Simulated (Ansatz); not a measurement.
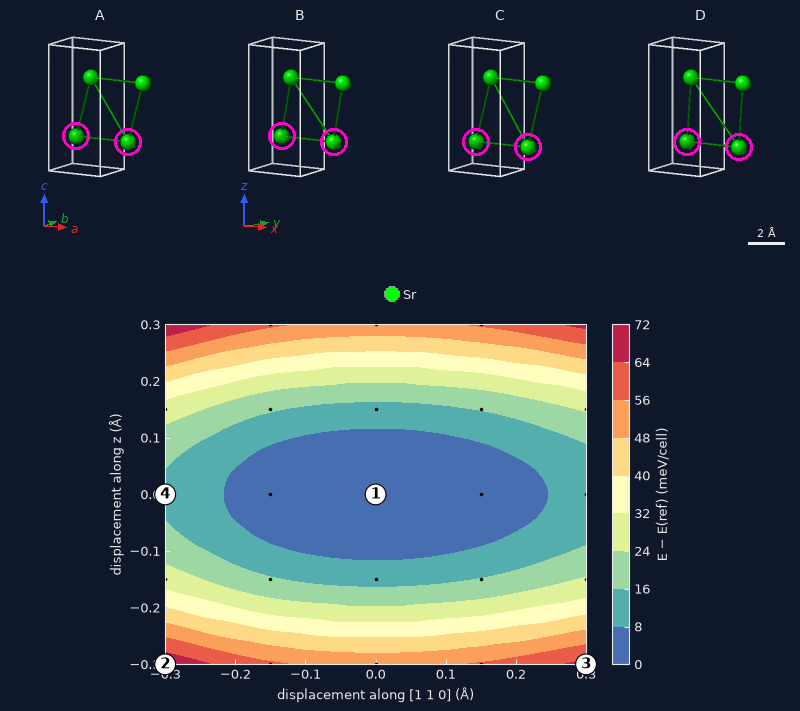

Energy scan for a crystal of Sr (P6_3/mmc), in which a Sr atom (one in each cell of 2 atoms) is moved over the plane of the Cartesian directions [1 1 0] and z, all else fixed. The map is interpolated between the computed points (dots). The frames are shuffled; each belongs to one numbered point. A ball-and-stick model of the cell of the calculation, repeated 2 × 1 × 1 with one cell outlined, seen nearly along the normal of the scanned plane. The ringed atoms are those of the scanned coordinates.

Level of theory: DFT PBEsol, scalar-relativistic, plane waves, PAW (Ansatz 0.2.0). (plane-wave cutoff 420 eV; k-point mesh 12 × 12 × 8; occupations gaussian; smearing width 0.15 eV; no spin polarisation). Energies (free energies at the smearing named) are counted from the cell as listed in its source, which wasn't relaxed.

Q: Which frame belongs to which numbered point?

A: Point 1 is frame B, at (0.00, 0.00) and 0.0 meV/cell; 2 is frame C, at (−0.30, −0.30) and 70.1 meV/cell; 3 is frame D, at (0.30, −0.30) and 66.1 meV/cell; 4 is frame A, at (−0.30, 0.00) and 14.7 meV/cell. In pairs of (displacement along [1 1 0] (Å); displacement along z (Å)): the lowest computed point lies at (0.00, 0.00) (0.0 meV/cell), the highest at (−0.30, −0.30), (−0.30, 0.30) (70.1 meV/cell).  Over the ranges scanned the energy rises more along the second axis, the displacement along z.
